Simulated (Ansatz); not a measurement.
Start from this file.

```
CELL_PARAMETERS angstrom
3.11459 0.00000 0.00000
-1.55730 2.69732 0.00000
0.00000 0.00000 11.77707
ATOMIC_POSITIONS crystal
W 0.33333 0.66667 0.74986
W 0.66667 0.33333 0.25014
S 0.33333 0.66667 0.11664
S 0.66667 0.33333 0.61636
S 0.33333 0.66667 0.38364
S 0.66667 0.33333 0.88336
```

### Interpret the file: composition, symmetry and coordination.

The material is WS$_{2}$. Within 0.01 Å the space group is P6_3/mmc (No. 194), primitive hexagonal: 2H molybdenite (MoS₂) type. Cell content: 2 W, 4 S, that is 2 formula units. Around each W lie six S in a trigonal prismatic arrangement at 2.39 Å. Each S atom is coordinated by three W in a trigonal pyramidal arrangement at 2.39 Å. Not all metal-metal contacts are counted. The bonds build WS2 layers parallel to (001).

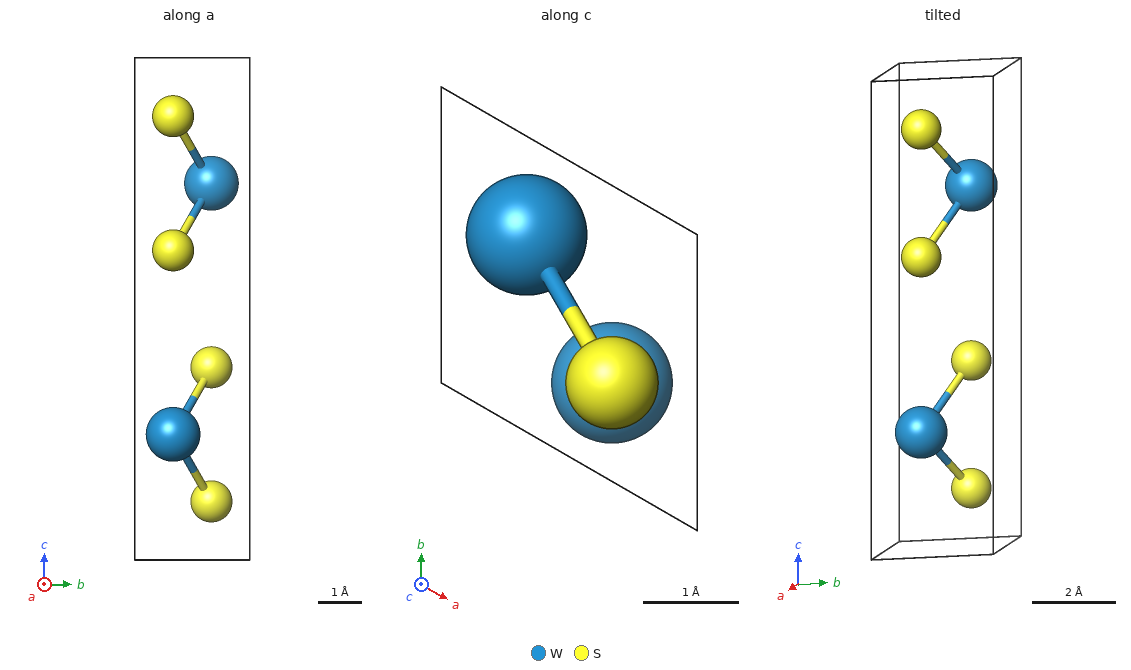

View along the a axis, along the c axis and slightly off an axis, drawn as a ball-and-stick model. The unit cell is outlined; an atom on or near a face, edge or corner is repeated at each equivalent position. Colours: tungsten blue, sulfur yellow.

Starting structure: a structure listed in the Materials Project. The picture shows the end point of a geometry optimisation with DFT PBEsol+D3(BJ), scalar-relativistic, plane waves, PAW (Ansatz).
